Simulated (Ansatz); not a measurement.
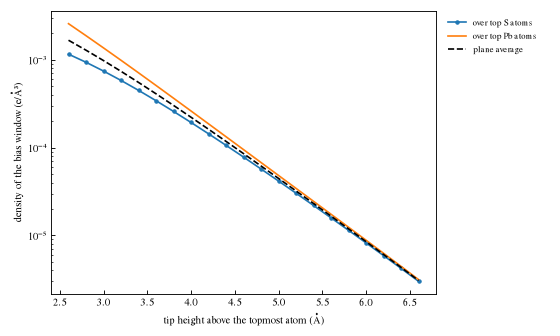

Approach curves over monolayer PbS at a sample bias of +1.30 V.

Model: Tersoff–Hamann, s-wave tip, no tip–sample forces. Zero bias is put in the middle of the gap by convention. Bias windows are sharp sums over the levels of the k mesh.

These are results of DFT PBE+D3(BJ), scalar-relativistic, plane waves, PAW (Ansatz), not measurements. Cutoff 420 eV, 25 × 25 k-points, Gaussian smearing 0.05 eV, dipole correction. No spin polarisation. Spin–orbit coupling is left out; with Pb it can shift levels and gaps.

### How fast does the current decay, and what apparent barrier height does that imply?

Near 4 Å the plane average falls as exp(−1.56 z/Å), a factor of 4.8 per ångström, which gives an apparent barrier of 2.3 eV (0.952 eV Å² times the slope squared). The vacuum level lies 3.55 eV above zero bias. The upper edge of the window lies 2.25 eV under it. The curve is still bending at 4 Å, since the potential hasn't yet risen to the vacuum level: further out the slope reaches 1.69 per Å, an apparent barrier of 2.7 eV. That far value is above 2.25 eV.
